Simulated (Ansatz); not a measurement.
**Geometry relaxation of GaN (part 2 of 3)**

Continued. System: GaN (P6₃mc, 4 atoms in the cell). Method: DFT, PBE, plane waves, PAW, no spin polarisation (Ansatz 0.2.0); cutoff 420 eV, 12×12×6 k-mesh, Fermi–Dirac smearing of 2 eV. The structure derives from a Materials Project entry. Some settings of this run were made unusual or wrong on purpose.

Geometry of the input (Å; fractional positions):
```
3.1889  0.0000  0.0000
-1.5945  2.7617  0.0000
0.0000  0.0000  5.1924
Ga 0.6667  0.3333  0.4991
Ga 0.3333  0.6667  0.9991
N  0.6667  0.3333  0.8759
N  0.3333  0.6667  0.3759
```

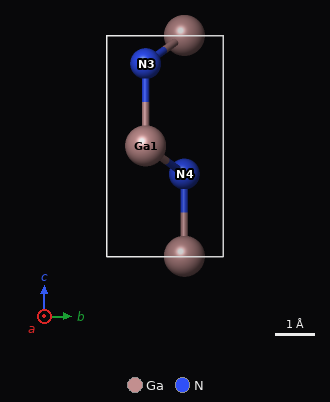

Fig. 1: The geometry at step 7 of the log (ball-and-stick view of the cell of the calculation, along the a axis; atoms are numbered from 1 in the order of the input).

What the program printed, continued:
```
relax step   4: F+E_penalty+E_count = -8341.38423405 eV  Δ(F+E_penalty+E_count) = -3.148e-2 eV  max|allowed force component| = 2.340e-4 eV/Å  Δτ_max = 0.0063 Å  P = -2.205 GPa  Ω = 64.074 Å³  energy of the carried Pulay correction = -4.755e-2 eV  (7 SCF iters, dr2 threshold 4.00e-7 eV, accepted)
Crystal: 4 atoms, lattice volume = 61.352 Å³
Basis set: ecut = 420 eV, 1189 PW (Γ), exchange–correlation on 48×48×72 points (8 copies of the dense FFT grid, shifted against one another)
iter 1 solved again at ethr=5.98e-5 eV; its pass at ethr=3.10e-3 eV (dr2=2.15e-2 eV) is discarded
SCF iter   1: F=—  HF=-8341.414174 eV  |F-HF|=—  |Δ(HF+E_count)|=         —  Δρ=5.51e-3  dr2=2.18e-2  ethr=5.98e-5  ⟨swp⟩=2.1  Hψ=17212  notcnv=0
preconditioner: auto → Kerker (q_TF=auto, 2.496 Å⁻¹)  [metal: Δε(μ)=0.216 eV  Ē_g=26.442 eV  σ=2.000 eV  W_gap=0.03  n_scr=22 (ndim 8)  ℏωp=28.4 eV  f_vac=0.002  D(μ)=1.29/eV (n_scr^D=2)]
SCF iter   2: F=—  HF=-8341.410621 eV  |F-HF|=—  |Δ(HF+E_count)|=   3.55e-3  Δρ=3.16e-3  dr2=8.31e-3  ethr=5.98e-5  ⟨swp⟩=1.0  Hψ=3344  notcnv=0
SCF iter   3: F=—  HF=-8341.408982 eV  |F-HF|=—  |Δ(HF+E_count)|=   1.64e-3  Δρ=7.34e-4  dr2=2.33e-4  ethr=2.31e-5  ⟨swp⟩=2.1  Hψ=4671  notcnv=0
SCF iter   4: F=—  HF=-8341.409017 eV  |F-HF|=—  |Δ(HF+E_count)|=   3.51e-5  Δρ=4.22e-4  dr2=8.23e-5  ethr=6.47e-7  ⟨swp⟩=2.4  Hψ=4969  notcnv=0
SCF iter   5: F=—  HF=-8341.409026 eV  |F-HF|=—  |Δ(HF+E_count)|=   9.21e-6  Δρ=1.20e-4  dr2=9.23e-6  ethr=2.29e-7  ⟨swp⟩=2.0  Hψ=5470  notcnv=0
SCF iter   6: F=—  HF=-8341.409027 eV  |F-HF|=—  |Δ(HF+E_count)|=   8.52e-7  Δρ=3.57e-5  dr2=1.16e-6  ethr=2.56e-8  ⟨swp⟩=2.0  Hψ=5497  notcnv=0
SCF iter   7: F=-8341.409028 eV  HF=-8341.409028 eV  |F-HF|=9.91e-9  |Δ(HF+E_count)|=   6.88e-7  Δρ=8.50e-6  dr2=5.77e-8  ethr=1.11e-9  ⟨swp⟩=6.3  Hψ=13512  notcnv=0
SCF 5 converged in 7 iterations: F = -8341.409028 eV  dr2 = 5.77e-8
  greatest PAW one-centre occupation: 0.994 electrons in one spin orbital (limit 2), on the Ga atom at site 1 (counted from 0), in its partial waves of l = 2
relax step   5: F+E_penalty+E_count = -8341.40902795 eV  Δ(F+E_penalty+E_count) = -2.479e-2 eV  max|allowed force component| = 4.502e-4 eV/Å  Δτ_max = 0.0059 Å  P = +0.221 GPa  Ω = 61.352 Å³  energy of the carried Pulay correction = -4.151e-2 eV  (7 SCF iters, dr2 threshold 4.00e-7 eV, accepted)
Crystal: 4 atoms, lattice volume = 61.581 Å³
iter 1 solved again at ethr=4.93e-7 eV; its pass at ethr=3.10e-3 eV (dr2=1.77e-4 eV) is discarded
SCF iter   1: F=—  HF=-8341.408563 eV  |F-HF|=—  |Δ(HF+E_count)|=         —  Δρ=5.06e-4  dr2=1.75e-4  ethr=4.93e-7  ⟨swp⟩=3.5  Hψ=16632  notcnv=0
preconditioner: auto → Kerker (q_TF=auto, 2.495 Å⁻¹)  [metal: Δε(μ)=0.215 eV  Ē_g=26.368 eV  σ=2.000 eV  W_gap=0.03  n_scr=22 (ndim 8)  ℏωp=28.4 eV  f_vac=0.002  D(μ)=1.30/eV (n_scr^D=2)]
SCF iter   2: F=—  HF=-8341.408730 eV  |F-HF|=—  |Δ(HF+E_count)|=   1.67e-4  Δρ=2.81e-4  dr2=6.35e-5  ethr=4.86e-7  ⟨swp⟩=1.0  Hψ=3344  notcnv=0
SCF iter   3: F=—  HF=-8341.408719 eV  |F-HF|=—  |Δ(HF+E_count)|=   1.13e-5  Δρ=7.89e-5  dr2=2.65e-6  ethr=1.76e-7  ⟨swp⟩=2.2  Hψ=4802  notcnv=0
SCF iter   4: F=—  HF=-8341.408716 eV  |F-HF|=—  |Δ(HF+E_count)|=   2.93e-6  Δρ=3.49e-5  dr2=6.74e-7  ethr=7.37e-9  ⟨swp⟩=2.6  Hψ=5145  notcnv=0
iter 5 did not close the SCF: its close was put off for the readings that it lacked (scf_convergence_deferred on its scf_iter line)
SCF iter   5: F=-8341.408716 eV  HF=-8341.408716 eV  |F-HF|=7.23e-8  |Δ(HF+E_count)|=   1.26e-7  Δρ=1.13e-5  dr2=4.45e-8  ethr=1.87e-9  ⟨swp⟩=2.9  Hψ=6208  notcnv=0
SCF iter   6: F=-8341.408716 eV  HF=-8341.408716 eV  |F-HF|=1.24e-10  |Δ(HF+E_count)|=   1.61e-8  Δρ=3.29e-6  dr2=1.02e-8  ethr=1.24e-10  ⟨swp⟩=3.1  Hψ=12131  notcnv=0
SCF 6 converged in 6 iterations: F = -8341.408716 eV  dr2 = 1.02e-8
relax step   6: F+E_penalty+E_count = -8341.40871570 eV  Δ(F+E_penalty+E_count) = +3.122e-4 eV  max|allowed force component| = 7.146e-4 eV/Å  Δτ_max = 0.0009 Å  P = +0.009 GPa  Ω = 61.581 Å³  energy of the carried Pulay correction = -4.203e-2 eV  (6 SCF iters, dr2 threshold 1.81e-7 eV, accepted)
Basis set: ecut = 420 eV, 1189 PW (Γ), exchange–correlation on 48×48×80 points (8 copies of the dense FFT grid, shifted against one another)
Initial wavefunctions: pseudopotential atomic-orbital guess (no wavefunctions were taken with the density)
iter 1 solved again at ethr=5.68e-6 eV; its pass at ethr=3.10e-3 eV (dr2=2.04e-3 eV) is discarded
SCF iter   1: F=—  HF=-8341.528556 eV  |F-HF|=—  |Δ(HF+E_count)|=         —  Δρ=4.27e-3  dr2=2.05e-3  ethr=5.68e-6  ⟨swp⟩=2.3  Hψ=21099  notcnv=0
preconditioner: auto → Kerker (q_TF=auto, 2.495 Å⁻¹)  [metal: Δε(μ)=0.215 eV  Ē_g=26.374 eV  σ=2.000 eV  W_gap=0.03  n_scr=22 (ndim 8)  ℏωp=28.4 eV  f_vac=0.002  D(μ)=1.30/eV (n_scr^D=2)]
SCF iter   2: F=—  HF=-8341.560377 eV  |F-HF|=—  |Δ(HF+E_count)|=   3.18e-2  Δρ=2.12e-3  dr2=3.70e-4  ethr=5.68e-6  ⟨swp⟩=2.9  Hψ=6755  notcnv=0
SCF iter   3: F=—  HF=-8341.570811 eV  |F-HF|=—  |Δ(HF+E_count)|=   1.04e-2  Δρ=4.54e-4  dr2=1.49e-5  ethr=1.03e-6  ⟨swp⟩=2.0  Hψ=5325  notcnv=0
SCF iter   4: F=—  HF=-8341.571161 eV  |F-HF|=—  |Δ(HF+E_count)|=   3.50e-4  Δρ=1.77e-4  dr2=6.12e-6  ethr=4.13e-8  ⟨swp⟩=2.0  Hψ=4726  notcnv=0
SCF iter   5: F=—  HF=-8341.571200 eV  |F-HF|=—  |Δ(HF+E_count)|=   3.83e-5  Δρ=3.25e-5  dr2=6.87e-7  ethr=1.70e-8  ⟨swp⟩=2.1  Hψ=3934  notcnv=0
SCF iter   6: F=—  HF=-8341.571202 eV  |F-HF|=—  |Δ(HF+E_count)|=   2.01e-6  Δρ=9.14e-6  dr2=8.75e-8  ethr=1.91e-9  ⟨swp⟩=1.4  Hψ=3904  notcnv=0
SCF iter   7: F=—  HF=-8341.571202 eV  |F-HF|=—  |Δ(HF+E_count)|=   1.85e-8  Δρ=4.12e-6  dr2=1.82e-8  ethr=2.43e-10  ⟨swp⟩=1.0  Hψ=3345  notcnv=0
SCF iter   8: F=—  HF=-8341.571202 eV  |F-HF|=—  |Δ(HF+E_count)|=   3.88e-9  Δρ=4.25e-7  dr2=1.73e-10  ethr=5.06e-11  ⟨swp⟩=2.3  Hψ=4388  notcnv=0
SCF iter   9: F=-8341.571202 eV  HF=-8341.571202 eV  |F-HF|=3.64e-12  |Δ(HF+E_count)|=  1.18e-10  Δρ=1.43e-7  dr2=1.84e-11  ethr=1.00e-12  ⟨swp⟩=4.9  Hψ=9106  notcnv=0
SCF 7 converged in 9 iterations: F = -8341.571202 eV  dr2 = 1.84e-11
relax step   7: F+E_penalty+E_count = -8341.57120178 eV  Δ(F+E_penalty+E_count) = -1.625e-1 eV  max|allowed force component| = 4.983e-3 eV/Å  Δτ_max = 0.0000 Å  P = +3.088 GPa  Ω = 61.581 Å³  stress off target by 3.32e0 GPa  SCF on the basis re-selected at this cell (its energy is not comparable with the rows above)  (9 SCF iters)
basis re-selected at this cell: Δ(F+E_penalty+E_count) = -1.625e-1 eV, ΔP = +3.079 GPa vs the last step (what re-selecting the basis moved, of the pressure what is left beyond the Pulay correction that the steps carried, after the strain that the cell walked since its last selection, with what the two solves' SCF thresholds leave and, on support functions, any second-order correction that the steps lacked; it is no measure of the basis error at this ecutwfc). The dense FFT grid was sized anew with the basis: this SCF ran on 24×24×40 points, the steps before it on 24×24×36, so part of this shift can come from that change (see relax.cell in the input reference). This SCF's stress stands 3.32e0 GPa from its target on what of the cell is left free (relax.cell.stress_tol is 5.00e-2 GPa) and its largest allowed force component is 4.98e-3 eV/Å (relax.f_tol is 5.00e-3 eV/Å): not within both, so this SCF does not close the relaxation
Crystal: 4 atoms, lattice volume = 65.315 Å³
Basis set: ecut = 420 eV, 1285 PW (Γ), exchange–correlation on 48×48×80 points (8 copies of the dense FFT grid, shifted against one another)
iter 1 solved again at ethr=1.15e-4 eV; its pass at ethr=3.10e-3 eV (dr2=4.14e-2 eV) is discarded
SCF iter   1: F=—  HF=-8341.620782 eV  |F-HF|=—  |Δ(HF+E_count)|=         —  Δρ=7.05e-3  dr2=4.13e-2  ethr=1.15e-4  ⟨swp⟩=1.0  Hψ=14398  notcnv=0
preconditioner: auto → Kerker (q_TF=auto, 2.470 Å⁻¹)  [metal: Δε(μ)=0.098 eV  Ē_g=25.703 eV  σ=2.000 eV  W_gap=0.01  n_scr=22 (ndim 8)  ℏωp=27.6 eV  f_vac=0.008  D(μ)=1.39/eV (n_scr^D=2)]
SCF iter   2: F=—  HF=-8341.614422 eV  |F-HF|=—  |Δ(HF+E_count)|=   6.36e-3  Δρ=4.04e-3  dr2=1.52e-2  ethr=1.15e-4  ⟨swp⟩=1.0  Hψ=3344  notcnv=0
SCF iter   3: F=—  HF=-8341.610960 eV  |F-HF|=—  |Δ(HF+E_count)|=   3.46e-3  Δρ=5.96e-4  dr2=2.79e-4  ethr=4.21e-5  ⟨swp⟩=1.0  Hψ=3347  notcnv=0
SCF iter   4: F=—  HF=-8341.610941 eV  |F-HF|=—  |Δ(HF+E_count)|=   1.99e-5  Δρ=1.49e-4  dr2=2.19e-5  ethr=7.76e-7  ⟨swp⟩=1.2  Hψ=3419  notcnv=0
SCF iter   5: F=—  HF=-8341.610956 eV  |F-HF|=—  |Δ(HF+E_count)|=   1.53e-5  Δρ=6.80e-5  dr2=4.36e-6  ethr=6.08e-8  ⟨swp⟩=2.2  Hψ=5033  notcnv=0
SCF iter   6: F=—  HF=-8341.610956 eV  |F-HF|=—  |Δ(HF+E_count)|=   3.04e-7  Δρ=5.13e-5  dr2=8.81e-7  ethr=1.21e-8  ⟨swp⟩=2.0  Hψ=4896  notcnv=0
SCF iter   7: F=-8341.610956 eV  HF=-8341.610956 eV  |F-HF|=4.40e-8  |Δ(HF+E_count)|=   2.62e-7  Δρ=1.73e-5  dr2=1.29e-7  ethr=1.11e-9  ⟨swp⟩=5.8  Hψ=12975  notcnv=0
SCF 8 converged in 7 iterations: F = -8341.610956 eV  dr2 = 1.29e-7
relax step   8: F+E_penalty+E_count = -8341.61095579 eV  Δ(F+E_penalty+E_count) = -3.975e-2 eV  max|allowed force component| = 4.483e-3 eV/Å  Δτ_max = 0.0009 Å  P = +1.261 GPa  Ω = 65.315 Å³  energy of the carried Pulay correction = -9.534e-3 eV  (7 SCF iters, dr2 threshold 4.00e-7 eV, accepted)
Crystal: 4 atoms, lattice volume = 68.167 Å³
Basis set: ecut = 420 eV, 1317 PW (Γ), exchange–correlation on 48×48×80 points (8 copies of the dense FFT grid, shifted against one another)
iter 1 solved again at ethr=5.27e-5 eV; its pass at ethr=3.10e-3 eV (dr2=1.90e-2 eV) is discarded
SCF iter   1: F=—  HF=-8341.618821 eV  |F-HF|=—  |Δ(HF+E_count)|=         —  Δρ=4.67e-3  dr2=1.89e-2  ethr=5.27e-5  ⟨swp⟩=1.0  Hψ=14817  notcnv=0
preconditioner: auto → LDOS  [metal: Δε(μ)=0.156 eV  Ē_g=25.284 eV  σ=2.000 eV  W_gap=0.02  n_scr=22 (ndim 8)  ℏωp=27.0 eV  f_vac=0.011  D(μ)=1.45/eV (n_scr^D=2)  β→1.0]
SCF iter   2: F=—  HF=-8341.614530 eV  |F-HF|=—  |Δ(HF+E_count)|=   4.29e-3  Δρ=1.25e-3  dr2=4.79e-4  ethr=5.25e-5  ⟨swp⟩=1.5  Hψ=3643  notcnv=0
preconditioner: auto → Kerker (q_TF=auto, 2.453 Å⁻¹)  [metal: Δε(μ)=0.157 eV  Ē_g=25.324 eV  σ=2.000 eV  W_gap=0.02  n_scr=22 (ndim 8)  ℏωp=27.0 eV  f_vac=0.008  D(μ)=1.44/eV (n_scr^D=2)  β→0.5]
SCF iter   3: F=—  HF=-8341.614451 eV  |F-HF|=—  |Δ(HF+E_count)|=   7.81e-5  Δρ=3.61e-4  dr2=5.52e-5  ethr=1.33e-6  ⟨swp⟩=2.5  Hψ=4770  notcnv=0
SCF iter   4: F=—  HF=-8341.614319 eV  |F-HF|=—  |Δ(HF+E_count)|=   1.33e-4  Δρ=2.11e-4  dr2=2.37e-5  ethr=1.53e-7  ⟨swp⟩=2.0  Hψ=4256  notcnv=0
SCF iter   5: F=—  HF=-8341.614322 eV  |F-HF|=—  |Δ(HF+E_count)|=   3.10e-6  Δρ=4.46e-5  dr2=1.66e-6  ethr=6.57e-8  ⟨swp⟩=1.6  Hψ=3720  notcnv=0
SCF iter   6: F=-8341.614323 eV  HF=-8341.614323 eV  |F-HF|=4.77e-8  |Δ(HF+E_count)|=   1.13e-6  Δρ=1.53e-5  dr2=2.43e-7  ethr=1.11e-9  ⟨swp⟩=7.2  Hψ=15042  notcnv=0
SCF 9 converged in 6 iterations: F = -8341.614323 eV  dr2 = 2.43e-7
relax step   9: F+E_penalty+E_count = -8341.61432300 eV  Δ(F+E_penalty+E_count) = -3.367e-3 eV  max|allowed force component| = 4.040e-3 eV/Å  Δτ_max = 0.0008 Å  P = +0.339 GPa  Ω = 68.167 Å³  energy of the carried Pulay correction = -1.994e-2 eV  (6 SCF iters, dr2 threshold 4.00e-7 eV, accepted)
Crystal: 4 atoms, lattice volume = 69.285 Å³
iter 1 solved again at ethr=7.03e-6 eV; its pass at ethr=3.10e-3 eV (dr2=2.53e-3 eV) is discarded
SCF iter   1: F=—  HF=-8341.611399 eV  |F-HF|=—  |Δ(HF+E_count)|=         —  Δρ=1.69e-3  dr2=2.48e-3  ethr=7.03e-6  ⟨swp⟩=2.0  Hψ=14068  notcnv=0
preconditioner: auto → LDOS  [metal: Δε(μ)=0.154 eV  Ē_g=25.140 eV  σ=2.000 eV  W_gap=0.02  n_scr=22 (ndim 8)  ℏωp=26.8 eV  f_vac=0.011  D(μ)=1.47/eV (n_scr^D=2)  β→1.0]
SCF iter   2: F=—  HF=-8341.610861 eV  |F-HF|=—  |Δ(HF+E_count)|=   5.38e-4  Δρ=4.95e-4  dr2=7.65e-5  ethr=6.88e-6  ⟨swp⟩=2.1  Hψ=4646  notcnv=0
preconditioner: auto → Kerker (q_TF=auto, 2.446 Å⁻¹)  [metal: Δε(μ)=0.155 eV  Ē_g=25.158 eV  σ=2.000 eV  W_gap=0.02  n_scr=22 (ndim 8)  ℏωp=26.8 eV  f_vac=0.009  D(μ)=1.47/eV (n_scr^D=2)  β→0.5]
SCF iter   3: F=—  HF=-8341.610753 eV  |F-HF|=—  |Δ(HF+E_count)|=   1.08e-4  Δρ=1.49e-4  dr2=9.06e-6  ethr=2.13e-7  ⟨swp⟩=3.0  Hψ=4915  notcnv=0
SCF iter   4: F=—  HF=-8341.610744 eV  |F-HF|=—  |Δ(HF+E_count)|=   8.42e-6  Δρ=8.05e-5  dr2=3.56e-6  ethr=2.52e-8  ⟨swp⟩=2.0  Hψ=4256  notcnv=0
iter 5 did not close the SCF: its close was put off for the readings that it lacked (scf_convergence_deferred on its scf_iter line)
SCF iter   5: F=-8341.610745 eV  HF=-8341.610745 eV  |F-HF|=1.45e-7  |Δ(HF+E_count)|=   3.98e-7  Δρ=1.58e-5  dr2=2.59e-7  ethr=9.89e-9  ⟨swp⟩=1.5  Hψ=3638  notcnv=0
SCF iter   6: F=-8341.610745 eV  HF=-8341.610745 eV  |F-HF|=2.01e-9  |Δ(HF+E_count)|=   2.03e-7  Δρ=4.44e-6  dr2=2.16e-8  ethr=7.19e-10  ⟨swp⟩=3.5  Hψ=12309  notcnv=0
the search or the solves at the SCF's close seem to have found levels that the self-consistency loop had missed (the run counts 1). By its estimate they hold 7.79e-8 electrons. The energies and the density leave them out; if the run goes on with those levels, later outputs use occupations computed again with them
SCF 10 converged in 6 iterations: F = -8341.610745 eV  dr2 = 2.16e-8
relax step  10: F+E_penalty+E_count = -8341.61074497 eV  Δ(F+E_penalty+E_count) = +3.578e-3 eV  max|allowed force component| = 2.208e-3 eV/Å  Δτ_max = 0.0011 Å  P = +0.038 GPa  Ω = 69.285 Å³  energy of the carried Pulay correction = -2.490e-2 eV  (6 SCF iters, dr2 threshold 3.03e-7 eV, accepted)
Basis set: ecut = 420 eV, 1317 PW (Γ), exchange–correlation on 50×50×90 points (8 copies of the dense FFT grid, shifted against one another)
iter 1 solved again at ethr=3.10e-7 eV; its pass at ethr=3.10e-3 eV (dr2=1.12e-4 eV) is discarded
```
